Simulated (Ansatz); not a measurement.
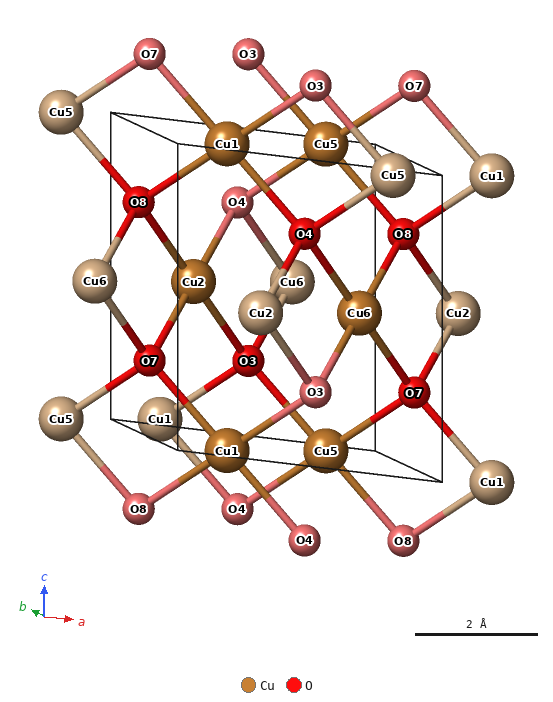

**Figure 1.** The input geometry of run 1 (ball-and-stick view of the cell of the calculation, set on other vectors, seen slightly off an axis; neighbours outside the cell are drawn fainter; atoms are numbered from 1 in the order of the input). Near neighbours in the crystal (not all of them lie inside the picture): Cu has 4 O at 1.95 to 1.96 Å; O has 4 Cu at 1.95 to 1.96 Å.

**CuO: one change and its effect**

System: CuO (C2/c, 8 atoms in the cell).
Method of run 1: DFT PBEsol+U, scalar-relativistic, plane waves, PAW, Ueff = 7 eV on Cu atom 1 d; Ueff = 7 eV on Cu atom 2 d; Ueff = 7 eV on Cu atom 5 d; Ueff = 7 eV on Cu atom 6 d, spin-polarised (Ansatz 0.2.0).

The structure derives from an entry of the Crystallography Open Database. Text and figures count atoms from 1; the logs count them from 0 in places.

Input, run 1:
```yaml
crystal:
  lattice:
    - [4.68369924, 0.0, 0.0]
    - [4.68369924, 3.42259944, 0.0]
    - [-0.85002986, 0.0, 5.05786919]
  atoms:
    - { symbol: Cu, position: [0.0, 0.25, 0.0], spin: 0.5 }
    - { symbol: Cu, position: [0.5, 0.75, 0.5], spin: 0.5 }
    - { symbol: O, position: [0.5816, 0.9184, 0.25] }
    - { symbol: O, position: [0.4184, 0.0816, 0.75] }
    - { symbol: Cu, position: [0.0, 0.75, 0.0], spin: 0.5 }
    - { symbol: Cu, position: [0.5, 0.25, 0.5], spin: 0.5 }
    - { symbol: O, position: [0.5816, 0.4184, 0.25] }
    - { symbol: O, position: [0.4184, 0.5816, 0.75] }
basis:
  ecutwfc: 420
  ecutrho_ratio: 4
kpoints:
  mp_grid: { grid: [7, 7, 4] }
hamiltonian:
  xc: pbesol
  hubbard:
    sites:
      - { site: 0, l: d, u_eff: 7.0 }
      - { site: 1, l: d, u_eff: 7.0 }
      - { site: 4, l: d, u_eff: 7.0 }
      - { site: 5, l: d, u_eff: 7.0 }
scf:
  occupations: { method: gaussian, width: 0.05 }
  lower_state_search: "off"
  max_iter: 150
output:
  forces: true
  stress: true
  eigenvalues: true
  populations: true
  hubbard:
    sites:
      - { site: 0, l: d }
      - { site: 1, l: d }
      - { site: 4, l: d }
      - { site: 5, l: d }
magnetization:
  spin_polarized: true
  initial_magnetization: 2.0
  spin_locking: { lock_magnetization: hard }
```

Command:
```bash
ansatz run input.yaml --threads 4 --pin off --max-ram 6144MiB --backend cpu --events-out ev --progress --plain --runs-dir out
```

Hardware: 4 threads of Arm Neoverse V2, 24 GiB of memory available, shared host.

Output, shortened to warnings, some set-up lines, iterations and results (run 1):
```
Warning: output.stress: scf.convergence.dr2_threshold = 1e-7 eV (the SCF's general default) is looser than the 8e-10 eV advised for a printed stress (1e-10 eV for each atom of the cell: 8). What an SCF threshold leaves in a stress goes as its square root, and in the free energy as the threshold itself, and one threshold admits the most on a small cell: of the crystals measured, under no hybrid …
Basis set: ecut = 420 eV, 1593 PW (Γ), exchange–correlation on 64×80×72 points (8 copies of the dense FFT grid, shifted against one another)
Symmetry: 8 space group operations
k-points: 60 of 196
Initial density: superposition of atomic densities (chi_scale 0.1, normalization cell, long waves kept (reshape's long-wave potential 0.00 eV rms))
[...]
SCF iter   1: F=—  HF=-28586.451761 eV  |F-HF|=—  |Δ(HF+E_count)|=         —  Δρ=8.26e-2 (↑2.12e-2 ↓8.26e-2)  dr2=5.00e0  dr2_m=1.10e0  M=2.000 μB ∫|m|=2.005 μB  β_m=0.30  …
SCF iter   2: F=—  HF=-28585.943779 eV  |F-HF|=—  |Δ(HF+E_count)|=   5.08e-1  Δρ=3.33e-2 (↑2.44e-2 ↓3.33e-2)  dr2=3.84e-1  dr2_m=3.38e-1  M=2.000 μB ∫|m|=2.016 μB  β_m=0.38  …
SCF iter   3: F=—  HF=-28586.466292 eV  |F-HF|=—  |Δ(HF+E_count)|=   5.23e-1  Δρ=1.76e-2 (↑1.52e-2 ↓1.76e-2)  dr2=1.15e-1  dr2_m=8.22e-2  M=2.000 μB ∫|m|=2.032 μB  β_m=0.67  …
SCF iter   4: F=—  HF=-28587.140611 eV  |F-HF|=—  |Δ(HF+E_count)|=   6.74e-1  Δρ=2.27e-2 (↑1.14e-2 ↓2.27e-2)  dr2=5.33e-1  dr2_m=2.72e-2  M=2.000 μB ∫|m|=2.076 μB  β_m=0.73  …
SCF iter   5: F=—  HF=-28587.089082 eV  |F-HF|=—  |Δ(HF+E_count)|=   5.15e-2  Δρ=6.07e-3 (↑1.60e-3 ↓6.07e-3)  dr2=2.52e-2  dr2_m=9.32e-3  M=2.000 μB ∫|m|=2.083 μB  β_m=0.82  …
SCF iter   6: F=—  HF=-28587.090788 eV  |F-HF|=—  |Δ(HF+E_count)|=   1.71e-3  Δρ=1.00e-3 (↑1.00e-3 ↓7.86e-4)  dr2=4.79e-4  dr2_m=3.64e-4  M=2.000 μB ∫|m|=2.078 μB  β_m=0.91  …
SCF iter   7: F=—  HF=-28587.091432 eV  |F-HF|=—  |Δ(HF+E_count)|=   6.44e-4  Δρ=5.41e-4 (↑1.04e-4 ↓5.41e-4)  dr2=1.46e-4  dr2_m=6.23e-5  M=2.000 μB ∫|m|=2.078 μB  β_m=0.96  …
SCF iter   8: F=—  HF=-28587.091562 eV  |F-HF|=—  |Δ(HF+E_count)|=   1.30e-4  Δρ=9.24e-5 (↑6.58e-5 ↓9.24e-5)  dr2=1.24e-5  dr2_m=4.31e-7  M=2.000 μB ∫|m|=2.077 μB  β_m=0.98  …
SCF iter   9: F=—  HF=-28587.091560 eV  |F-HF|=—  |Δ(HF+E_count)|=   1.28e-6  Δρ=1.19e-5 (↑1.19e-5 ↓1.16e-5)  dr2=2.48e-7  dr2_m=2.74e-8  M=2.000 μB ∫|m|=2.077 μB  β_m=0.99  …
SCF iter  10: F=-28587.091561 eV  HF=-28587.091561 eV  |F-HF|=1.35e-9  |Δ(HF+E_count)|=   9.63e-8  Δρ=2.64e-6 (↑2.24e-6 ↓2.64e-6)  dr2=1.82e-8  dr2_m=4.25e-10  M=2.000 μB …
SCF 1 converged in 10 iterations: F = -28587.091561 eV  dr2 = 1.82e-8
SCF converged after 10 iterations
Stability checked in part: among states of this total moment the steps that led to this state did not find it unstable. No probe was made; neither looks for a lower state of another moment (fixed_total_moment; see scf.lower_state_search)
Magnetization: 2.0000 μB (51.0000 up, 49.0000 down)
Absolute magnetization: 2.0515 μB (∫|ρ↑−ρ↓|, with the PAW one-centre terms)
Spin contamination: 0.0509 ħ² per cell (⟨S²⟩ above its minimum at these occupations)
Per-site moments (μB) at R_I (Å): [(0.33651470200430983, 0.8046939874849356), (0.3365147020043099, 0.8046939874849356), (0.1504332093260176, 0.8046939874849356), (0.15043320932601745, 0.8046939874849356), (0.33651470200430983, 0.8046939874849356), (0.3365147020043099, 0.8046939874849356), …
Free energy (F): -28587.091561 eV
Harris-Foulkes:  -28587.091561 eV  (|F-HF|=1.35e-9)
Internal energy: -28587.085997 eV  (E = F + TS)
E sigma→0 (E₀):  -28587.088779 eV
Entropy (-TS):   -0.005563 eV (-0.695 meV/atom)
Fermi energy:    11.371128 (↑ 11.205622, ↓ 11.536635) eV
--- Per-component energies (eV) ---
  E_band       = -1813.536109
  E_kinetic    = 1886.354594
  E_local      = -19363.891675  (includes V_loc(G=0)·N_el)
  E_nonlocal   = 1784.721622
  E_hartree    = 8394.557728
  E_xc         = -639.716459
  E_vxc        = -825.348430  (∫ρ·V_xc dr)
  E_hubbard    = 4.968470  (on-site DFT+U / exact-exchange correction)
  E_vhub       = -123.062382  (the Hubbard potential's part of the band-sum identity)
  E_paw        = -7126.399554  (= ΣΔE_a)
  E_vpaw       = -1961.431751  (= ΣTr[D̂ρ^β])
  E_aug_tail   = 0.011007  (compensation charges beyond the density's cutoff)
  E_ewald      = -13528.657691
  E_core_change = 0.965960  (= ΣΔE_core)
  E_smearing   = -0.005563  (= −TS)
  E_closure    = 0.000000  (closes the sum)
  Σ components = -28587.091561   (vs F -28587.091561, Δ=0.00e0)
--- Forces (eV/Å), atoms counted from 1 ---
  atom   1  Cu     0.00000000     0.00000000     0.00000000
  atom   2  Cu     0.00000000     0.00000000     0.00000000
  atom   3  O      0.00000000     0.14308223    -0.00000000
  atom   4  O      0.00000000    -0.14308223    -0.00000000
  atom   5  Cu     0.00000000    -0.00000000     0.00000000
  atom   6  Cu     0.00000000     0.00000000    -0.00000000
  atom   7  O      0.00000000     0.14308223    -0.00000000
  atom   8  O      0.00000000    -0.14308223    -0.00000000
  max |Σ_I F_I| component: 6.94e-18 eV/Å
--- Stress (GPa, compression-positive) ---
        0.758358       0.000000      -0.361121
        0.000000       1.926999       0.000000
       -0.361132       0.000000       0.468752
  P = ⅓ Tr σ = 1.0514 GPa (10.514 kbar)
[...]
```

For run 2 the input was changed thus:
```diff
-  spin_locking: { lock_magnetization: hard }
+  spin_locking: { lock_magnetization: soft, n_iters: 6 }
```

Predict how the results change.

The total moment is fixed by the input in run 1 and run 2, so the state need not be the lowest. With the same functional and potentials, run 2 lies 52.3 meV per atom lower. The net moment of the cell goes from 2.00 to 4.00 μB. The largest force goes from 0.143 to 0.072 eV/Å. On the same kind of shared host run 2 took about 1.9 times as long.

Output, shortened to warnings, some set-up lines, iterations and results (run 2):
```
Warning: output.stress: scf.convergence.dr2_threshold = 1e-7 eV (the SCF's general default) is looser than the 8e-10 eV advised for a printed stress (1e-10 eV for each atom of the cell: 8). What an SCF threshold leaves in a stress goes as its square root, and in the free energy as the threshold itself, and one threshold admits the most on a small cell: of the crystals measured, under no hybrid …
Basis set: ecut = 420 eV, 1593 PW (Γ), exchange–correlation on 64×80×72 points (8 copies of the dense FFT grid, shifted against one another)
Symmetry: 8 space group operations
k-points: 60 of 196
Initial density: superposition of atomic densities (chi_scale 0.1, normalization cell, long waves kept (reshape's long-wave potential 0.00 eV rms))
[...]
SCF iter   1: F=—  HF=-28586.451761 eV  |F-HF|=—  |Δ(HF+E_count)|=         —  Δρ=8.26e-2 (↑2.12e-2 ↓8.26e-2)  dr2=5.00e0  dr2_m=1.10e0  M=2.000 μB ∫|m|=2.005 μB  β_m=0.30  …
SCF iter   2: F=—  HF=-28585.943779 eV  |F-HF|=—  |Δ(HF+E_count)|=   5.08e-1  Δρ=3.33e-2 (↑2.44e-2 ↓3.33e-2)  dr2=3.84e-1  dr2_m=3.38e-1  M=2.000 μB ∫|m|=2.016 μB  β_m=0.38  …
SCF iter   3: F=—  HF=-28586.466292 eV  |F-HF|=—  |Δ(HF+E_count)|=   5.23e-1  Δρ=1.76e-2 (↑1.52e-2 ↓1.76e-2)  dr2=1.15e-1  dr2_m=8.22e-2  M=2.000 μB ∫|m|=2.032 μB  β_m=0.67  …
SCF iter   4: F=—  HF=-28587.140611 eV  |F-HF|=—  |Δ(HF+E_count)|=   6.74e-1  Δρ=2.27e-2 (↑1.14e-2 ↓2.27e-2)  dr2=5.33e-1  dr2_m=2.72e-2  M=2.000 μB ∫|m|=2.076 μB  β_m=0.73  …
SCF iter   5: F=—  HF=-28587.089082 eV  |F-HF|=—  |Δ(HF+E_count)|=   5.15e-2  Δρ=6.07e-3 (↑1.60e-3 ↓6.07e-3)  dr2=2.52e-2  dr2_m=9.32e-3  M=2.000 μB ∫|m|=2.083 μB  β_m=0.82  …
[... 15 lines ...]
SCF iter  21: F=—  HF=-28587.509914 eV  |F-HF|=—  |Δ(HF+E_count)|=   8.01e-6  Δρ=1.47e-5 (↑9.79e-6 ↓1.47e-5)  dr2=2.03e-7  dr2_m=3.69e-8  M=3.995 μB ∫|m|=4.133 μB  β_m=0.97  …
SCF iter  22: F=—  HF=-28587.509915 eV  |F-HF|=—  |Δ(HF+E_count)|=   6.69e-7  Δρ=2.13e-5 (↑9.49e-6 ↓2.13e-5)  dr2=4.86e-7  dr2_m=3.36e-8  M=3.995 μB ∫|m|=4.133 μB  β_m=0.97  …
SCF iter  23: F=—  HF=-28587.509915 eV  |F-HF|=—  |Δ(HF+E_count)|=   2.96e-9  Δρ=7.79e-6 (↑6.94e-6 ↓7.79e-6)  dr2=6.44e-8  dr2_m=8.32e-9  M=3.995 μB ∫|m|=4.133 μB  β_m=0.90  …
SCF iter  24: F=-28587.509915 eV  HF=-28587.509915 eV  |F-HF|=7.75e-10  |Δ(HF+E_count)|=   8.97e-9  Δρ=2.73e-6 (↑1.23e-6 ↓2.73e-6)  dr2=4.97e-9  dr2_m=1.13e-9  M=3.995 μB …
SCF 1 converged in 24 iterations: F = -28587.509915 eV  dr2 = 4.97e-9
SCF converged after 24 iterations
Magnetization: 3.9952 μB (51.9976 up, 48.0024 down)
Absolute magnetization: 4.0820 μB (∫|ρ↑−ρ↓|, with the PAW one-centre terms)
Spin contamination: 0.0057 ħ² per cell (⟨S²⟩ above its minimum at these occupations)
Per-site moments (μB) at R_I (Å): [(0.6443514262745227, 0.8046939874849356), (0.6443514262745227, 0.8046939874849356), (0.3218522070113167, 0.8046939874849356), (0.32185220701131684, 0.8046939874849356), (0.6443514262745227, 0.8046939874849356), (0.6443514262745227, 0.8046939874849356), …
--- Magnetisation constraints (ε_frz = 1.0e-4 eV) ---
  site  kind          target   achieved (μB)  |Δ|max (μB)  g (eV/μB)  λ_eff  esc  ok  flags
  cell  total_moment  +2.0000  +3.9952        2.00e0       +0.00e0    0.000  0    —   released
Free energy (F): -28587.509915 eV
Harris-Foulkes:  -28587.509915 eV  (|F-HF|=7.75e-10)
Internal energy: -28587.509700 eV  (E = F + TS)
E sigma→0 (E₀):  -28587.509808 eV
Entropy (-TS):   -0.000215 eV (-0.027 meV/atom)
Fermi energy:    11.682358 eV
--- Per-component energies (eV) ---
  E_band       = -1852.235553
  E_kinetic    = 1883.287516
  E_local      = -19296.696753  (includes V_loc(G=0)·N_el)
  E_nonlocal   = 1760.049857
  E_hartree    = 8335.670310
  E_xc         = -641.103102
  E_vxc        = -827.182449  (∫ρ·V_xc dr)
  E_hubbard    = 4.116087  (on-site DFT+U / exact-exchange correction)
  E_vhub       = -122.728649  (the Hubbard potential's part of the band-sum identity)
  E_paw        = -7105.153086  (= ΣΔE_a)
  E_vpaw       = -1920.318698  (= ΣTr[D̂ρ^β])
  E_aug_tail   = 0.011201  (compensation charges beyond the density's cutoff)
  E_ewald      = -13528.657691
  E_core_change = 0.965960  (= ΣΔE_core)
  E_smearing   = -0.000215  (= −TS)
  E_closure    = -0.000000  (closes the sum)
  Σ components = -28587.509915   (vs F -28587.509915, Δ=0.00e0)
--- Forces (eV/Å), atoms counted from 1 ---
  atom   1  Cu     0.00000000     0.00000000     0.00000000
  atom   2  Cu    -0.00000000     0.00000000     0.00000000
  atom   3  O     -0.00000000     0.07216463    -0.00000000
  atom   4  O     -0.00000000    -0.07216463    -0.00000000
  atom   5  Cu     0.00000000     0.00000000     0.00000000
  atom   6  Cu    -0.00000000     0.00000000     0.00000000
  atom   7  O     -0.00000000     0.07216463    -0.00000000
  atom   8  O     -0.00000000    -0.07216463    -0.00000000
  max |Σ_I F_I| component: 1.39e-17 eV/Å
--- Stress (GPa, compression-positive) ---
        0.250685       0.000000       0.252389
        0.000000       1.638217       0.000000
        0.252499       0.000000       1.032020
  P = ⅓ Tr σ = 0.9736 GPa (9.736 kbar)
[...]
```

The two runs side by side:

| quantity | run 1 | run 2 |
| --- | --- | --- |
| outcome | converged | converged |
| free energy per atom (eV) | −3573.3864 | −3573.4387 |
| energy per atom, smearing taken to zero (eV) | −3573.3861 | −3573.4387 |
| net moment of the cell (μB) | 2.00 | 4.00 |
| absolute moment of the cell (μB) | 2.05 | 4.08 |
| pressure (GPa) | 1.05 | 0.97 |
| largest force (eV/Å) | 0.143 | 0.072 |
| SCF iterations | 10 | – |
| irreducible k-points | 60 | 60 |
| plane waves at Γ | 1593 | 1593 |
| wall time (shared host) | 10 s | 20 s |

For both runs: Warnings: the SCF threshold is looser than advised for the printed stress.
